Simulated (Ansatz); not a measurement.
**BN: 9 runs along one coordinate**

System: BN (Cmcm, 4 atoms in the cell).
Method: DFT PBEsol, scalar-relativistic, plane waves, PAW, no spin polarisation (Ansatz 0.2.0).

The 9 runs differ only in the geometry, by a strain of the cell at fixed fractional positions. Against run 5, the strain is εxx = −0.98 η and εyy = η. The structure derives from an entry of the Crystallography Open Database.

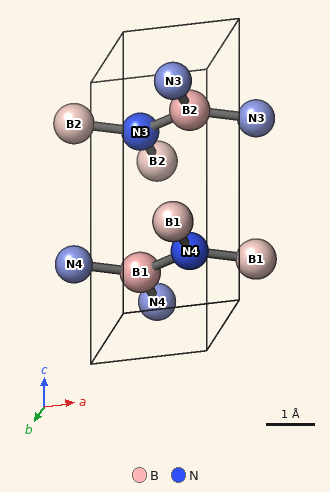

Figure 1. The structure of run 5 (ball-and-stick view of the cell of the calculation, seen at an oblique angle; neighbours outside the cell are drawn fainter; atoms are numbered from 1 in the order of the input).

### Input of run 5
```yaml
crystal:
  lattice:
    - [2.5290316213, 0.0, 0.0]
    - [-1.2645158107, 2.1468352225, 0.0]
    - [0.0, 0.0, 6.6612]
  atoms:
    - { symbol: B, position: [0.3333333333, 0.6666666667, 0.25] }
    - { symbol: B, position: [0.6666666667, 0.3333333333, 0.75] }
    - { symbol: "N", position: [0.3333333333, 0.6666666667, 0.75] }
    - { symbol: "N", position: [0.6666666667, 0.3333333333, 0.25] }
basis:
  ecutwfc: 420
kpoints:
  mp_grid: { grid: [12, 12, 4] }
hamiltonian:
  xc: pbesol
scf:
  occupations: { method: gaussian, width: 0.05 }
output:
  forces: true
  stress: true
  eigenvalues: true
```

Command:
```bash
ansatz run input.yaml --threads 1 --pin off --max-ram 1228MiB --backend cpu --events-out ev --progress --plain --runs-dir out
```

Run 2 differs from it as follows:
```diff
-    - [2.5290316213, 0.0, 0.0]
-    - [-1.2645158107, 2.1468352225, 0.0]
+    - [2.591631414, 0.0, 0.0]
+    - [-1.295815707, 2.0926222118, 0.0]
```

### Results, with one run withheld

```csv
run,strain parameter η (%),"free energy per atom, from the lowest run given (meV)",pressure (GPa),gap on the mesh (eV)
1,−3.0303,63.42,2.44,3.93
2,−2.5253,?,?,?
3,−2.0202,33.74,1.55,3.99
4,−1.0101,12.64,0.93,4.05
5,0.0000,0.03,0.56,4.12
6,2.0202,0.00,0.55,4.08
7,3.0303,12.58,0.91,3.97
8,4.0404,33.56,1.50,3.85
9,5.0505,62.96,2.31,3.74
```

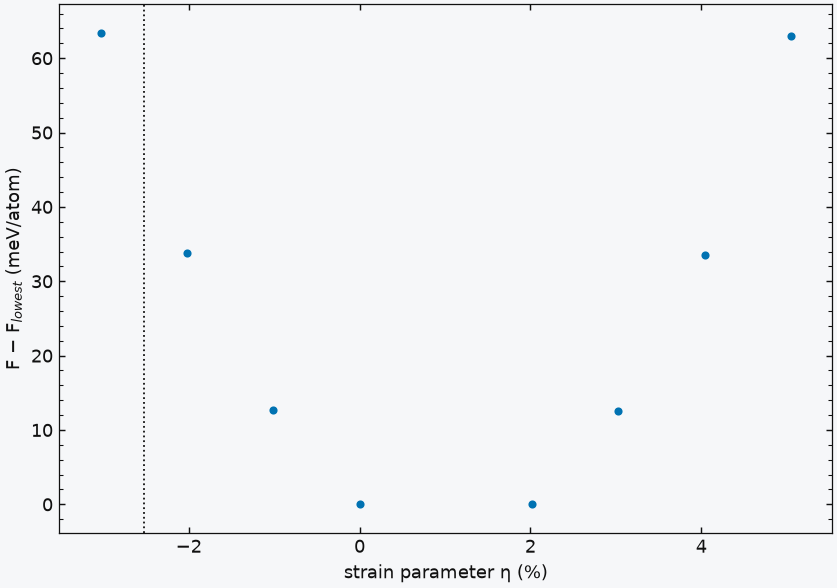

Figure 2. Free energy per atom of the runs given; the dotted line marks run 2.

What should run 2 give?

A cubic polynomial in the coordinate, fitted to the 8 runs given, misses them by at most 0.04 meV per atom. With x = η − 1.0101, it reads F = −4.2243 − 0.0011333 x + 4.1283 x² − 0.0033732 x³ (meV per atom). At run 2 it gives 47.53 meV per atom, and the run itself gives 47.49. The fit has its minimum at η = 1.0102 %. The gap on the mesh lies between 3.74 eV (run 9) and 4.12 eV (run 5); run 2 has 3.96 eV. These are gaps of this functional on this mesh, which can miss the band edges; they aren't the measured gap.

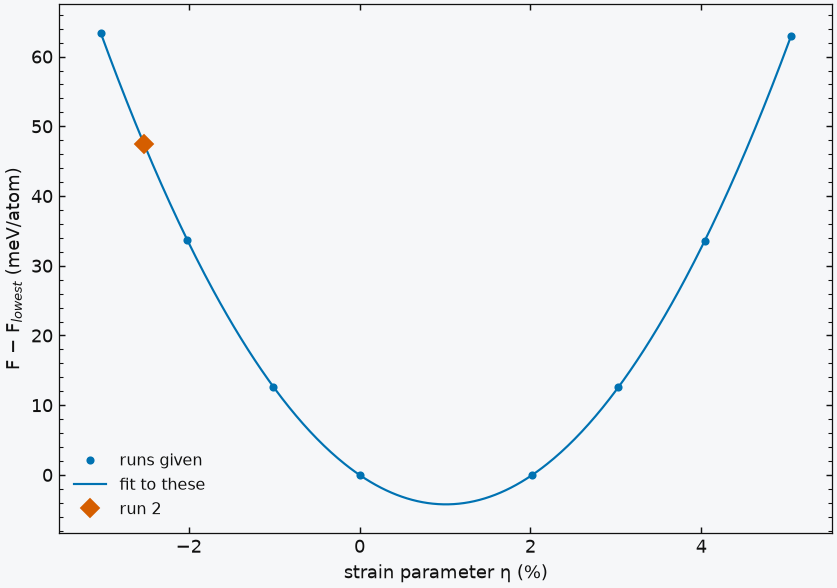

Figure 3. The fit and the withheld run.

### Output, shortened to warnings, some set-up lines, iterations and results (run 2)
```
Basis set: ecut = 420 eV, 701 PW (Γ), exchange–correlation on 36×36×90 points (8 copies of the dense FFT grid, shifted against one another)
Symmetry: 8 space group operations
k-points: 129 of 576
Initial density: superposition of atomic densities (neutral atoms: chi_scale 0, normalization atom), corrected by the library's trained network
[...]
SCF iter   1: F=—  HF=-1067.353889 eV  |F-HF|=—  |Δ(HF+E_count)|=         —  Δρ=8.55e-3  dr2=2.39e-2  ethr=1.77e-3  ⟨swp⟩=6.6  Hψ=9562  notcnv=0
SCF iter   2: F=—  HF=-1067.348008 eV  |F-HF|=—  |Δ(HF+E_count)|=   5.88e-3  Δρ=3.05e-3  dr2=2.36e-3  ethr=1.49e-4  ⟨swp⟩=2.6  Hψ=3976  notcnv=0
SCF iter   3: F=—  HF=-1067.347447 eV  |F-HF|=—  |Δ(HF+E_count)|=   5.62e-4  Δρ=8.50e-4  dr2=1.67e-4  ethr=1.48e-5  ⟨swp⟩=2.3  Hψ=2553  notcnv=0
SCF iter   4: F=—  HF=-1067.347520 eV  |F-HF|=—  |Δ(HF+E_count)|=   7.37e-5  Δρ=1.44e-4  dr2=3.13e-6  ethr=1.04e-6  ⟨swp⟩=2.6  Hψ=2601  notcnv=0
SCF iter   5: F=—  HF=-1067.347524 eV  |F-HF|=—  |Δ(HF+E_count)|=   3.64e-6  Δρ=1.53e-5  dr2=4.10e-8  ethr=1.96e-8  ⟨swp⟩=2.4  Hψ=2429  notcnv=0
SCF iter   6: F=-1067.347524 eV  HF=-1067.347524 eV  |F-HF|=1.15e-9  |Δ(HF+E_count)|=   4.77e-8  Δρ=1.40e-6  dr2=3.71e-10  ethr=2.56e-10  ⟨swp⟩=2.7  Hψ=6150  notcnv=0
SCF 1 converged in 6 iterations: F = -1067.347524 eV  dr2 = 3.71e-10
SCF converged after 6 iterations
Free energy (F): -1067.347524 eV
Harris-Foulkes:  -1067.347524 eV  (|F-HF|=1.15e-9)
Internal energy: -1067.347524 eV  (E = F + TS)
E sigma→0 (E₀):  -1067.347524 eV
Fermi energy:    6.707970 eV
--- Per-component energies (eV) ---
  E_band       = -39.438571
  E_kinetic    = 366.008736
  E_local      = -695.234348  (includes V_loc(G=0)·N_el)
  E_nonlocal   = 116.159518
  E_hartree    = 223.544079
  E_xc         = -182.513458
  E_vxc        = -227.440481  (∫ρ·V_xc dr)
  E_paw        = -397.920788  (= ΣΔE_a)
  E_vpaw       = -46.020401  (= ΣTr[D̂ρ^β])
  E_aug_tail   = 0.000197  (compensation charges beyond the density's cutoff)
  E_ewald      = -497.477080
  E_core_change = 0.085620  (= ΣΔE_core)
  E_smearing   = -0.000000  (= −TS)
  E_closure    = -0.000000  (closes the sum)
  Σ components = -1067.347524   (vs F -1067.347524, Δ=0.00e0)
--- Forces (eV/Å), atoms counted from 1 ---
  atom   1  B     -0.00000000    -1.07989315     0.00000000
  atom   2  B      0.00000000     1.07989315    -0.00000000
  atom   3  N     -0.00000000    -1.09271481     0.00000000
  atom   4  N      0.00000000     1.09271481    -0.00000000
  max |Σ_I F_I| component: 2.22e-16 eV/Å
--- Stress (GPa, compression-positive) ---
      -23.669305      -0.000000       0.000000
       -0.000000      28.723813       0.000000
        0.000000       0.000000       0.843823
  P = ⅓ Tr σ = 1.9661 GPa (19.661 kbar)
```
